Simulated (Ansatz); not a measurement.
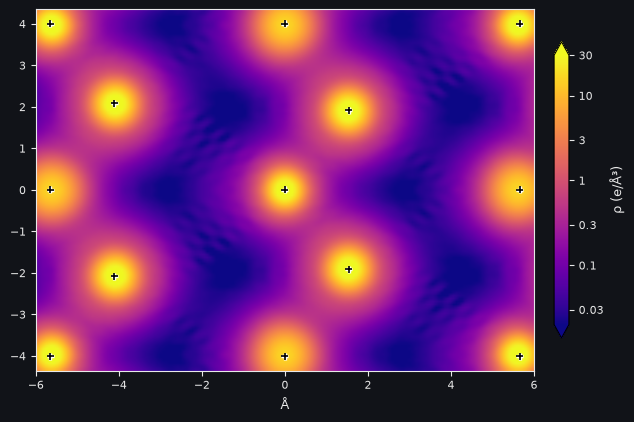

The valence electron density on a plane through atoms (crosses mark nuclei in the plane).

Computed with DFT PBEsol, scalar-relativistic, plane waves, PAW (Ansatz).

Candidates:
A. ZnCu$_{2}$SnSe$_{4}$, a = 5.66 Å, b = 5.66 Å, c = 11.31 Å, α = 90.00°, β = 90.00°, γ = 90.00°. Space group I-42m; computed without spin polarisation.
B. Pt, a = 3.12 Å, b = 3.12 Å, c = 3.07 Å, α = 90.00°, β = 90.00°, γ = 90.00°. Space group I4/mmm; a structure from a database of computed crystals, not necessarily the ambient phase; changed on purpose from its base cell (strain +0.000 along x and y, -0.015 along z, atoms carried along); computed pressure about 4 GPa in this cell.

Question: Which system is this?

Answer: Candidate A: ZnCu$_{2}$SnSe$_{4}$ on the (110) plane of the conventional cell, which holds Zn, Sn and Se. Zn–Se (2.46 Å): the density is about 0.46 e/Å³ at the midpoint. Sn–Se (2.59 Å): the density is about 0.47 e/Å³ at the midpoint.
